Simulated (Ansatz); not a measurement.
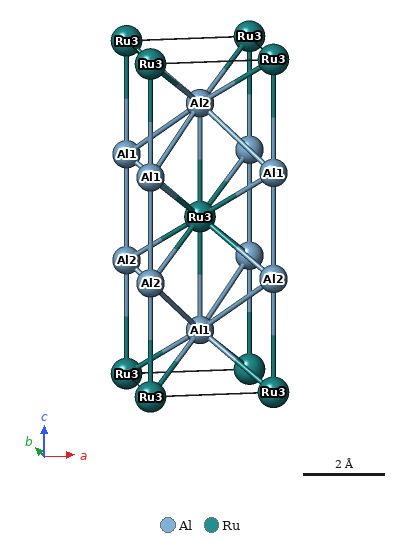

The input geometry of the first run (ball-and-stick view of the cell 2 times as large as that of the calculation, set on its symmetry axes, seen slightly off an axis; atoms are numbered from 1 in the order of the input). An atom can appear more than once, as a periodic image.

**Al2Ru: one change and its effect**

System: Al2Ru (I4/mmm, 3 atoms in the cell).
Method of the first run: DFT r2SCAN, scalar-relativistic, plane waves, norm-conserving potentials, no spin polarisation (Ansatz 0.2.0).

The structure derives from a Materials Project entry. Text and figures count atoms from 1; the logs count them from 0 in places.

### Input, the first run
```yaml
crystal:
  lattice:
    - [-1.56042162, 1.56042162, 4.22180559]
    - [1.56042162, -1.56042162, 4.22180559]
    - [1.56042162, 1.56042162, -4.22180559]
  atoms:
    - { symbol: Al, position: [0.65920219, 0.65920219, 0.0] }
    - { symbol: Al, position: [0.34079781, 0.34079781, 0.0] }
    - { symbol: Ru, position: [0.0, 0.0, 0.0] }
basis: {}
kpoints:
  mp_grid: { grid: [18, 18, 18] }
hamiltonian:
  xc: r2scan
  pseudopotentials: { kind: nc }
scf:
  occupations: { method: gaussian, width: 0.1 }
output:
  forces: true
  stress: true
  eigenvalues: true
```

Launched with:
```bash
ansatz run input.yaml --threads 1 --pin off --max-ram 2560MiB --backend cpu --events-out ev --progress --plain --runs-dir out
```

Hardware: 1 thread of AMD EPYC (Zen 5), 16 GiB of memory available, shared host.

### Output, shortened to warnings, some set-up lines, iterations and results (the first run)
```
Basis set: ecut = 1142.878222 eV, 3583 PW (Γ), FFT grids on a1+a3, a2+a3, a3, exchange–correlation on 144×144×216 points (64 copies of the dense FFT grid, shifted against one another)
Symmetry: 16 space group operations
k-points: 480 of 5832
Initial density: superposition of atomic densities (chi_scale 0.1, normalization cell, long waves kept (reshape's long-wave potential 0.00 eV rms))
[...]
SCF iter   1: F=—  HF=-3054.227835 eV  |F-HF|=—  |Δ(HF+E_count)|=         —  Δρ=1.24e-1  dr2=7.88e0  dr2_τ=4.22e0  ethr=3.10e-3  ⟨swp⟩=5.4  Hψ=39458  notcnv=0
SCF iter   2: F=—  HF=-3056.107040 eV  |F-HF|=—  |Δ(HF+E_count)|=    1.88e0  Δρ=1.66e-1  dr2=2.00e1  dr2_τ=2.01e1  ethr=3.10e-3  ⟨swp⟩=4.2  Hψ=22939  notcnv=0  recentre
SCF iter   3: F=—  HF=-3052.982016 eV  |F-HF|=—  |Δ(HF+E_count)|=    3.13e0  Δρ=4.28e-2  dr2=5.58e-1  dr2_τ=1.21e-1  ethr=3.10e-3  ⟨swp⟩=3.1  Hψ=20071  notcnv=0  defer=41
SCF iter   4: F=—  HF=-3052.933085 eV  |F-HF|=—  |Δ(HF+E_count)|=   4.89e-2  Δρ=1.14e-2  dr2=7.78e-2  dr2_τ=7.75e-2  ethr=2.54e-3  ⟨swp⟩=2.9  Hψ=17293  notcnv=0  defer=2
SCF iter   5: F=—  HF=-3052.919854 eV  |F-HF|=—  |Δ(HF+E_count)|=   1.32e-2  Δρ=3.41e-3  dr2=6.11e-3  dr2_τ=1.57e-3  ethr=3.54e-4  ⟨swp⟩=1.1  Hψ=8341  notcnv=0
SCF iter   6: F=—  HF=-3052.918941 eV  |F-HF|=—  |Δ(HF+E_count)|=   9.12e-4  Δρ=2.60e-4  dr2=1.70e-5  dr2_τ=8.64e-5  ethr=2.78e-5  ⟨swp⟩=2.1  Hψ=9351  notcnv=0
SCF iter   7: F=—  HF=-3052.919041 eV  |F-HF|=—  |Δ(HF+E_count)|=   9.98e-5  Δρ=1.03e-4  dr2=2.06e-6  dr2_τ=2.89e-6  ethr=7.72e-8  ⟨swp⟩=2.0  Hψ=12084  notcnv=0
SCF iter   8: F=—  HF=-3052.919041 eV  |F-HF|=—  |Δ(HF+E_count)|=   8.75e-8  Δρ=1.86e-5  dr2=6.32e-8  dr2_τ=1.50e-7  ethr=4.55e-10  ⟨swp⟩=5.6  Hψ=42507  notcnv=0
SCF iter   9: F=-3052.919041 eV  HF=-3052.919041 eV  |F-HF|=4.68e-9  |Δ(HF+E_count)|=   1.06e-8  Δρ=6.89e-6  dr2=7.86e-9  dr2_τ=1.15e-8  ethr=2.87e-10  ⟨swp⟩=4.0  Hψ=24694  …
SCF 1 converged in 9 iterations: F = -3052.919041 eV  dr2 = 7.86e-9
SCF converged after 9 iterations
Free energy (F): -3052.919041 eV
Harris-Foulkes:  -3052.919041 eV  (|F-HF|=4.68e-9)
Internal energy: -3052.918549 eV  (E = F + TS)
E sigma→0 (E₀):  -3052.918795 eV
Entropy (-TS):   -0.000492 eV (-0.164 meV/atom)
Fermi energy:    14.152711 eV
--- Per-component energies (eV) ---
  E_band       = -160.436240
  E_kinetic    = 935.188079
  E_local      = -2429.657418  (includes V_loc(G=0)·N_el)
  E_nonlocal   = 248.650608
  E_hartree    = 781.515767
  E_xc         = -715.231981
  E_vxc        = -510.604241  (∫ρ·V_xc dr)
  E_vtau       = 32.956633  (kinetic-family band-sum trace: ∫τ·v_τ [+ j·A + Jᵃ·Aᵃ] dr)
  E_ewald      = -1873.383606
  E_smearing   = -0.000492  (= −TS)
  E_closure    = 0.000000  (closes the sum)
  Σ components = -3052.919041   (vs F -3052.919041, Δ=0.00e0)
--- Forces (eV/Å), atoms counted from 1 ---
  atom   1  Al     0.00000000    -0.00000000    -0.00974537
  atom   2  Al     0.00000000    -0.00000000     0.00974537
  atom   3  Ru     0.00000000     0.00000000     0.00000000
  max |Σ_I F_I| component: 4.51e-17 eV/Å
--- Stress (GPa, compression-positive) ---
        0.090045       0.000000       0.000000
        0.000000       0.090045       0.000000
        0.000000      -0.000000      -0.142394
  P = ⅓ Tr σ = 0.0126 GPa (0.126 kbar)
```

The input of the second run differs as follows (lines with − go, lines with + come):
```diff
-  pseudopotentials: { kind: nc }
+  pseudopotentials: { kind: paw, source: ansatz }
```

What does this change do to the results?

The total energies belong to different models, so their difference says nothing on which is more stable or more accurate. The pressure goes from 0.01 to 0.31 GPa. The number of SCF iterations is the same. The default cutoff goes from 1142.9 to 990 eV with the change. The plane waves at Γ go from 3583 to 2881.

### Output, shortened to warnings, some set-up lines, iterations and results (the second run)
```
Basis set: ecut = 990 eV, 2881 PW (Γ), FFT grids on a1+a3, a2+a3, a3, exchange–correlation on 160×160×240 points (64 copies of the dense FFT grid, shifted against one another)
Symmetry: 16 space group operations
k-points: 480 of 5832
Initial density: superposition of atomic densities (chi_scale 0.1, normalization cell, long waves kept (reshape's long-wave potential 0.00 eV rms))
[...]
SCF iter   1: F=—  HF=-10764.259573 eV  |F-HF|=—  |Δ(HF+E_count)|=         —  Δρ=1.59e-1  dr2=1.47e1  dr2_τ=4.02e0  ethr=3.10e-3  ⟨swp⟩=6.1  Hψ=52480  notcnv=0
SCF iter   2: F=—  HF=-10768.420357 eV  |F-HF|=—  |Δ(HF+E_count)|=    4.16e0  Δρ=2.27e-1  dr2=3.77e1  dr2_τ=2.31e1  ethr=3.10e-3  ⟨swp⟩=4.2  Hψ=31630  notcnv=0  recentre
SCF iter   3: F=—  HF=-10761.749561 eV  |F-HF|=—  |Δ(HF+E_count)|=    6.67e0  Δρ=3.87e-2  dr2=3.38e-1  dr2_τ=8.55e-2  ethr=3.10e-3  ⟨swp⟩=4.2  Hψ=28501  notcnv=0  defer=61
SCF iter   4: F=—  HF=-10761.773782 eV  |F-HF|=—  |Δ(HF+E_count)|=   2.42e-2  Δρ=1.60e-2  dr2=7.98e-2  dr2_τ=1.02e-1  ethr=8.89e-4  ⟨swp⟩=2.9  Hψ=23029  notcnv=0
SCF iter   5: F=—  HF=-10761.754521 eV  |F-HF|=—  |Δ(HF+E_count)|=   1.93e-2  Δρ=6.58e-3  dr2=1.14e-2  dr2_τ=5.94e-3  ethr=2.10e-4  ⟨swp⟩=2.1  Hψ=15847  notcnv=0
SCF iter   6: F=—  HF=-10761.751637 eV  |F-HF|=—  |Δ(HF+E_count)|=   2.88e-3  Δρ=5.07e-4  dr2=3.85e-5  dr2_τ=1.10e-5  ethr=3.01e-5  ⟨swp⟩=2.0  Hψ=15877  notcnv=0
SCF iter   7: F=—  HF=-10761.751654 eV  |F-HF|=—  |Δ(HF+E_count)|=   1.65e-5  Δρ=3.68e-4  dr2=2.65e-5  dr2_τ=2.10e-5  ethr=1.01e-7  ⟨swp⟩=2.6  Hψ=20078  notcnv=0
SCF iter   8: F=—  HF=-10761.751649 eV  |F-HF|=—  |Δ(HF+E_count)|=   4.56e-6  Δρ=7.32e-5  dr2=9.55e-7  dr2_τ=6.48e-7  ethr=6.98e-8  ⟨swp⟩=2.0  Hψ=15504  notcnv=0
SCF iter   9: F=-10761.751649 eV  HF=-10761.751649 eV  |F-HF|=3.35e-9  |Δ(HF+E_count)|=   1.19e-7  Δρ=7.01e-6  dr2=7.54e-9  dr2_τ=6.10e-9  ethr=2.63e-10  ⟨swp⟩=8.0  Hψ=58439  …
SCF 1 converged in 9 iterations: F = -10761.751649 eV  dr2 = 7.54e-9
SCF converged after 9 iterations
Free energy (F): -10761.751649 eV
Harris-Foulkes:  -10761.751649 eV  (|F-HF|=3.35e-9)
Internal energy: -10761.751146 eV  (E = F + TS)
E sigma→0 (E₀):  -10761.751397 eV
Entropy (-TS):   -0.000504 eV (-0.168 meV/atom)
Fermi energy:    15.763955 eV
--- Per-component energies (eV) ---
  E_band       = -1092.059047
  E_kinetic    = 1323.430291
  E_local      = -6357.994422  (includes V_loc(G=0)·N_el)
  E_nonlocal   = 1192.447362
  E_hartree    = 1773.405923
  E_xc         = -420.339528
  E_vxc        = -602.116829  (∫ρ·V_xc dr)
  E_paw        = -4033.830463  (= ΣΔE_a)
  E_vpaw       = -237.984203  (= ΣTr[D̂ρ^β])
  E_aug_tail   = -0.000113  (compensation charges beyond the density's cutoff)
  E_vtau       = 43.351493  (kinetic-family band-sum trace: ∫τ·v_τ [+ j·A + Jᵃ·Aᵃ] dr)
  E_ewald      = -4238.507560
  E_core_change = -0.362636  (= ΣΔE_core)
  E_smearing   = -0.000504  (= −TS)
  E_closure    = -0.000000  (closes the sum)
  Σ components = -10761.751649   (vs F -10761.751649, Δ=0.00e0)
--- Forces (eV/Å), atoms counted from 1 ---
  atom   1  Al    -0.00000000    -0.00000000    -0.01447824
  atom   2  Al    -0.00000000    -0.00000000     0.01447824
  atom   3  Ru     0.00000000    -0.00000000     0.00000000
  max |Σ_I F_I| component: 2.08e-17 eV/Å
--- Stress (GPa, compression-positive) ---
        0.339363       0.000000       0.000000
        0.000000       0.339363       0.000000
        0.000000       0.000000       0.238545
  P = ⅓ Tr σ = 0.3058 GPa (3.058 kbar)
```

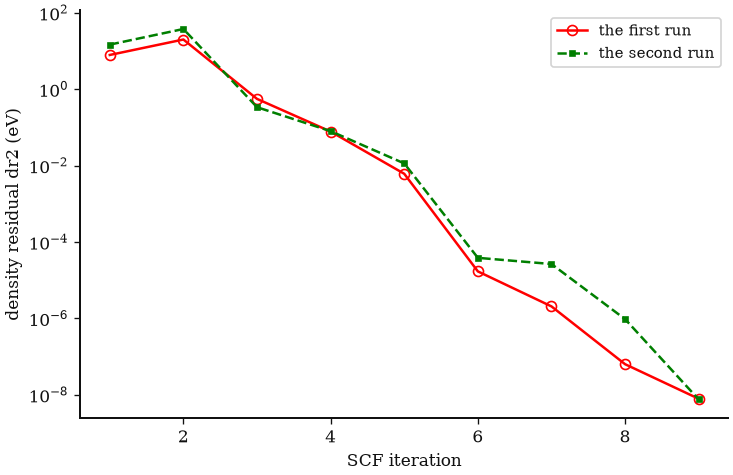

Convergence of the two runs: density residual dr2 against the SCF iteration. The first run takes 9 iterations in all, and the second run takes 9.

### The two runs side by side

| quantity | the first run | the second run |
| --- | --- | --- |
| outcome | converged | converged |
| free energy per atom (eV) | −1017.6397 | −3587.2505 |
| gap on the mesh (eV) | 0.00 | 0.00 |
| pressure (GPa) | 0.01 | 0.31 |
| largest force (eV/Å) | 0.010 | 0.014 |
| SCF iterations | 9 | 9 |
| irreducible k-points | 480 | 480 |
| plane waves at Γ | 3583 | 2881 |
| wall time (shared host) | 37 s | 42 s |
